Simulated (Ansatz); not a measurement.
System: Er, space group Fd-3m (No. 227) (one of a set of cubic test structures, which need not be the stable phase).

How it was computed, with Ansatz 0.2.0 development build: equation of state of a cubic crystal from periodic Kohn-Sham density functional theory without spin; pressure corrected for the finite basis. Level: PBE.

| setting | value |
| --- | --- |
| structure type | diamond |
| atoms in cell | 2 |
| space group number | 227 |
| lattice centring | face-centred primitive |
| k mesh | 8×8×8 |
| occupation method | Fermi–Dirac |
| occupation width | 0.06123 eV |
| wave cutoff | 420 eV |
| datasets | soft-1 PAW |
| density tolerance | 1.6e−07 eV |
| bands | 30 |
| density cutoff ratio | 4 |
| search for lower states | default |

Describe the result: the energy above the lowest point and pressure against volume. The volume takes the values 75.51, 77.12, 78.72, 80.33, 81.94, 83.54, 85.15 Å³/atom.

The energy above the lowest point is 1.72 meV/atom at volume 75.51 Å³/atom and 2.46 meV/atom at 85.15 Å³/atom; the lowest computed point is at volume 80.33 Å³/atom (0.00 meV/atom), and no other minimum shows. The pressure falls from 0.13 GPa at volume 75.51 Å³/atom to −0.14 GPa at 85.15 Å³/atom, and changes sign near 79.7 Å³/atom.

| volume (Å³/atom) | energy above the lowest point (meV/atom) | pressure (GPa) |
| --- | --- | --- |
| 75.51 | 1.72 | 0.13 |
| 77.12 | 0.63 | 0.08 |
| 78.72 | 0.09 | 0.03 |
| 80.33 | 0.00 | −0.02 |
| 81.94 | 0.39 | −0.06 |
| 83.54 | 1.22 | −0.10 |
| 85.15 | 2.46 | −0.14 |

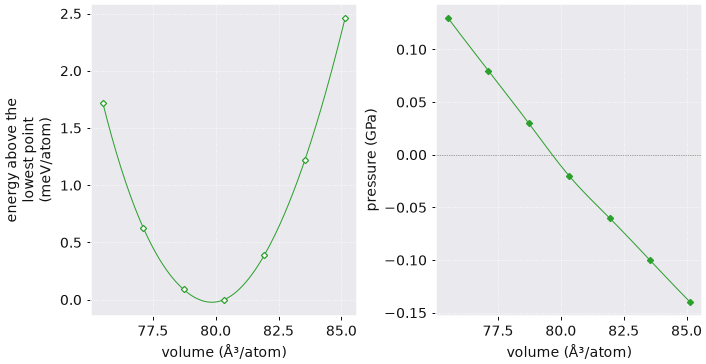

Keep in mind: cubic model structure, not the ambient form; modest k-mesh, values are not fully converged in k; open f shell treated without spin.
